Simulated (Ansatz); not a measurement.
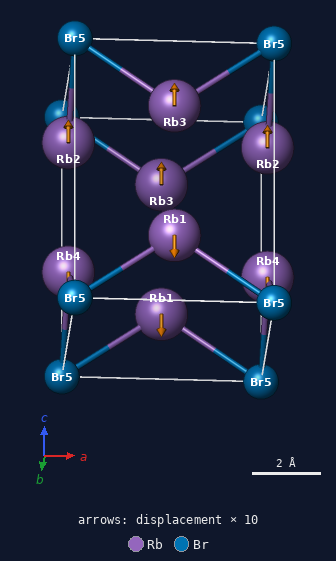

This is a relaxation of solid Rb4Br (a generated structure, set up in P4/mmm). The starting structure is drawn; orange arrows show the displacements (the part carried along by the change of the cell is left out), 10 times their true length.

Style: ball-and-stick. Shown: the cell of the calculation, from a free direction.

These are results of DFT PBE, scalar-relativistic, plane waves, PAW (Ansatz 0.2.0), not measurements.

Input file:
```yaml
crystal:
  lattice:
    - [5.91306824, 0.0, 0.0]
    - [0.0, 5.91306824, 0.0]
    - [0.0, 0.0, 8.3623413]
  atoms:
    - { symbol: Rb, position: [0.5, 0.0, 0.25] }
    - { symbol: Rb, position: [0.0, 0.5, 0.75] }
    - { symbol: Rb, position: [0.5, 0.0, 0.75] }
    - { symbol: Rb, position: [0.0, 0.5, 0.25] }
    - { symbol: Br, position: [0.0, 0.0, 0.0] }
basis:
  ecutwfc: 420
kpoints:
  mp_grid: { grid: [6, 6, 6] }
hamiltonian:
  xc: pbe
scf:
  occupations: { method: gaussian, width: 0.1 }
output:
  forces: true
  stress: true
  eigenvalues: true
  write_density: true
  write_potential: true
  elf: true
  volumetric_format: npy
relax:
  adjacent_minimum: "off"
  f_tol: 0.01
  max_steps: 80
  cell: { stress_tol: 0.05 }
```

Run as
```bash
ansatz run input.yaml --threads 1 --pin off --max-ram 2048MiB --backend cpu --events-out ev --progress --plain --runs-dir out
```

### Which element moves most?

Rubidium: up to 0.075 Å, against 0.000 Å for bromine.

### What did the optimiser do to the structure, and how much energy did it gain?

After 4 accepted moves (5 points after the start) the energy has fallen by 0.159 eV per cell of the calculation. Largest force component: 0.029 eV/Å at the start, 0.0013 eV/Å at the end. The pressure goes from 1.01 to 0.00 GPa. The SCF was repeated once at an unchanged geometry on a basis and grid sized afresh for the cell, which shifted the energy by 0.4 meV per cell of the calculation at most. The largest moves relative to the cell, 0.075 Å, are those of Rb1, Rb2, Rb3 and Rb4. Rb2 goes along +c. Br stays in place. The drawn cell changes as follows: a = b 5.913 → 6.262 Å (+5.9 %), c 8.362 → 8.920 Å (+6.7 %); the volume changes by +19.6 %. Among the contacts that change: Rb1–Br5 3.621 → 3.801 Å. The space group stays P4/mmm (No. 123). Cost: 110 s on 1 thread of Arm Neoverse V2 (shared host), peak memory 0.62 GiB.
